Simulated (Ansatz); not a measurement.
Ga9N8 (cell charge +2, with a compensating background) (cell with a defect)

```yaml
crystal:
  lattice:
    - [0.00000, 0.00000, -5.24303]
    - [-3.21843, 5.57448, 0.00000]
    - [6.43686, 0.00000, 0.00000]
  atoms:
    - { symbol: Ga, position: [0.03439, 0.34954, 0.17433] }
    - { symbol: Ga, position: [0.03452, 0.82722, 0.17443] }
    - { symbol: Ga, position: [0.99168, 0.33466, 0.66689] }
    - { symbol: Ga, position: [0.03459, 0.82719, 0.65191] }
    - { symbol: Ga, position: [0.48063, 0.18019, 0.35802] }
    - { symbol: Ga, position: [0.52335, 0.66791, 0.33348] }
    - { symbol: Ga, position: [0.48059, 0.18020, 0.82129] }
    - { symbol: Ga, position: [0.48049, 0.64337, 0.82124] }
    - { symbol: N, position: [0.62484, 0.32963, 0.16436] }
    - { symbol: N, position: [0.62470, 0.83708, 0.16438] }
    - { symbol: N, position: [0.62670, 0.33460, 0.66687] }
    - { symbol: N, position: [0.62463, 0.83707, 0.67181] }
    - { symbol: N, position: [0.11938, 0.17101, 0.33957] }
    - { symbol: N, position: [0.14885, 0.66792, 0.33352] }
    - { symbol: N, position: [0.11935, 0.17097, 0.83054] }
    - { symbol: N, position: [0.11925, 0.66201, 0.83059] }
    - { symbol: Ga, position: [0.76911, 0.00110, 0.00007] }
```

Spin-polarised.

The calculation used DFT PBE, scalar-relativistic, plane waves, PAW in Ansatz.

Core electrons are frozen (PAW), and the valence fields are smoothed inside the atomic spheres.

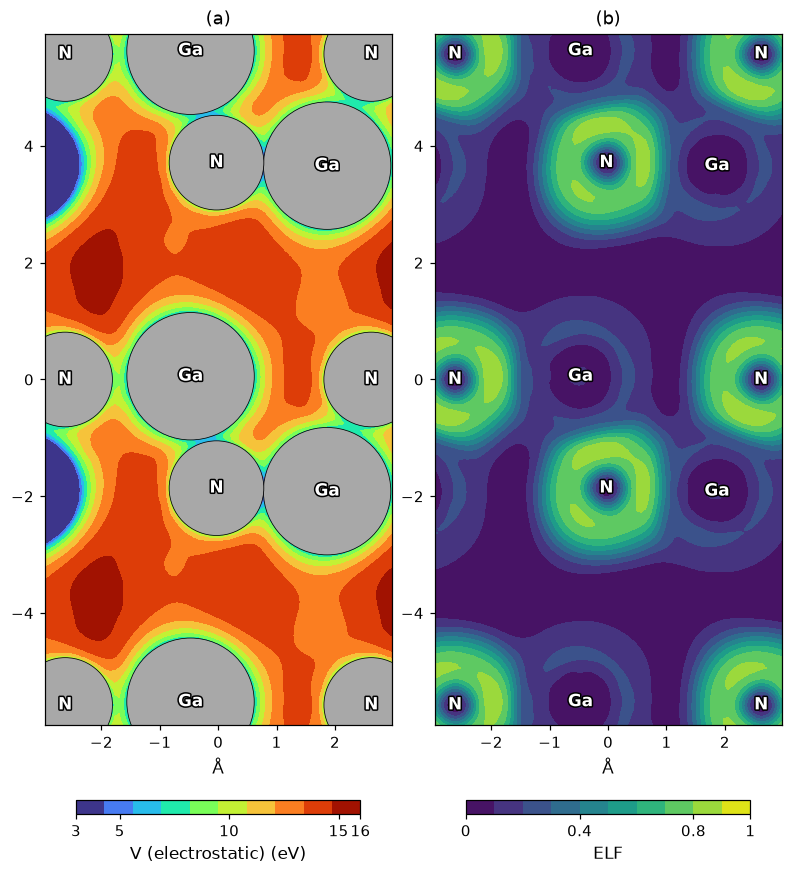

Figure 1. (a) electrostatic potential (local pseudopotential plus Hartree) felt by an electron; (b) electron localisation function on the (011) plane of the calculation cell. Grey discs cover the atomic cores in the potential map.

Interpret the plot.

Answer.
- The section cuts through Ga and N sites.
- Ga–N (1.97 Å): the ELF peaks at about 0.85 in the valence shell of N, 0.7 Å from its nucleus, and is about 0.45 at the midpoint.
- Ga–N (2.06 Å): the ELF peaks at about 0.85 in the valence shell of N, 0.7 Å from its nucleus, and is about 0.40 at the midpoint.
- Ga–N (2.15 Å): the ELF peaks at about 0.85 in the valence shell of N, 0.6 Å from its nucleus, and is about 0.35 at the midpoint.
- Outside the cores the potential energy rises away from the atoms and is highest about 1.8 Å from the nearest atoms; its zero is arbitrary.

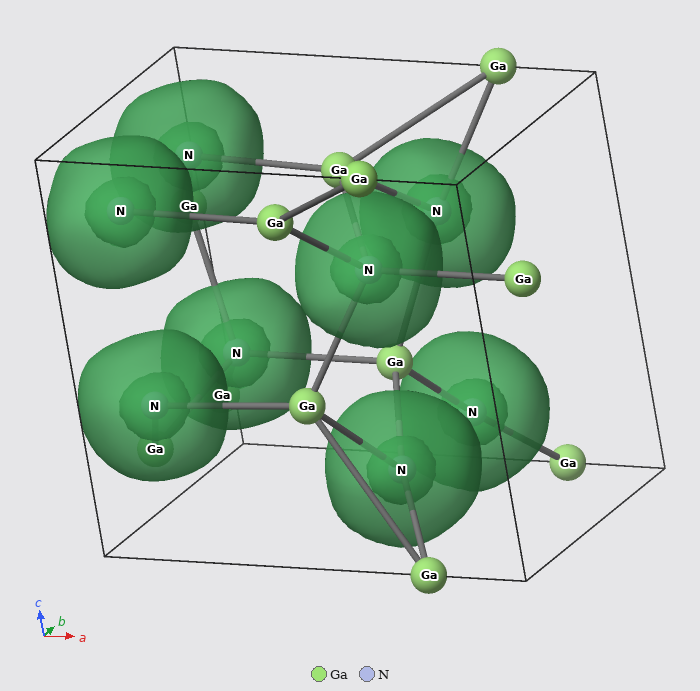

Figure 2. Isosurface of the ELF at 0.65 (green), seen slightly off an axis. Only the valence region is drawn (cores and ρ < 0.01 e/Å³ removed). Sticks mark near contacts.

Where are the electrons localised?

Answer. The surface consists of eight regions wrapped around N (the valence shell of each), counted in one cell of 17 atoms. Any copies at cell faces, edges or corners count once. Profiles from the grid: Ga–N (1.87 Å): the ELF peaks at about 0.85 in the valence shell of N, 0.6 Å from its nucleus, and is about 0.50 at the midpoint. Ga–Ga (2.39 Å): the ELF is about 0.30 at the midpoint.

Does the calculation make it a metal, or give it a gap?

Answer. It is gapless in this calculation (a metal or semimetal).
